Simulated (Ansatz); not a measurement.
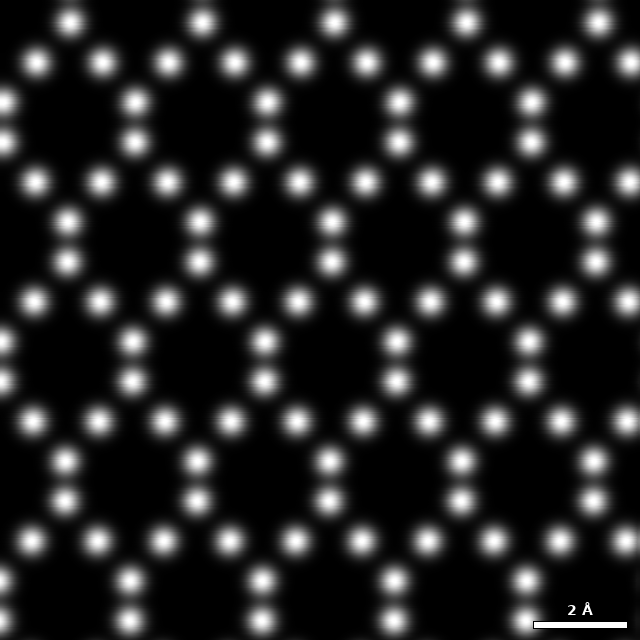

Z-contrast image of Ge (P6_3/mmc, No. 194) along [101]. Simulation: incoherent imaging, intensity Z^1.6 per atom, probe width 0.50 Å, thin sample. A slight drift was added. Model: the input geometry of a calculation; the starting structure was generated, so it need not be a known form of this composition.

Interpret the image.

The columns repeat on a centred rectangular net of 2.89 × 5.23 Å (plane group c2mm). All columns are alike (Ge). The shortest distance between visible columns is 0.87 Å in projection. Along the beam the structure repeats every 10.33 Å.
